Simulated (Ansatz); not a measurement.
Given this structure:

```
W S
1.0
     3.18798    0.00000    0.00000
    -1.59399    2.76087    0.00000
     0.00000    0.00000   37.80556
W S
4 8
Direct
  0.66667 0.33333 0.40220
  0.66667 0.33333 0.79416
  0.33333 0.66667 0.20584
  0.33333 0.66667 0.59780
  0.66667 0.33333 0.16429
  0.66667 0.33333 0.55625
  0.33333 0.66667 0.36065
  0.33333 0.66667 0.75260
  0.66667 0.33333 0.24740
  0.66667 0.33333 0.63935
  0.33333 0.66667 0.44375
  0.33333 0.66667 0.83571
```

Work out the structure from the coordinates.

Answer. Formula: WS2. With Z = 4, the cell contains 4 W, 8 S. The polyhedra are WS6 trigonal prisms; they share edges. W bonds to six S in a trigonal prismatic arrangement at 2.42 Å. Around each S lie three W in a trigonal pyramidal arrangement at 2.42 Å. Not all metal-metal contacts are counted. The bonds build WS2 layers parallel to (001).

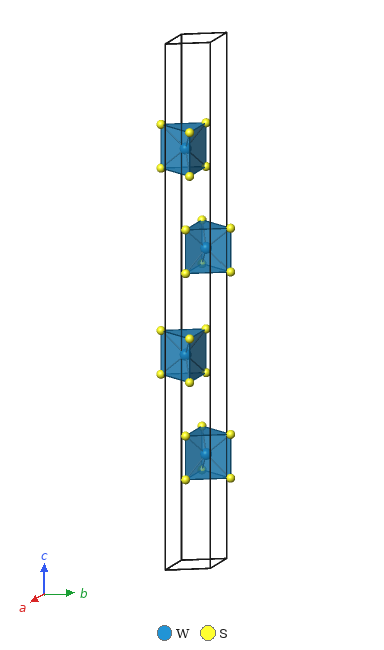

Polyhedral model, viewed slightly off an axis. The frame is the simulation cell; atoms at its boundary are shown with their periodic copies. Some neighbours outside the box are added. Colours: tungsten blue, sulfur yellow.

The initial geometry was a structure listed in the Materials Project. It is drawn as it came out of a relaxation with DFT PBE, scalar-relativistic, plane waves, PAW (Ansatz).
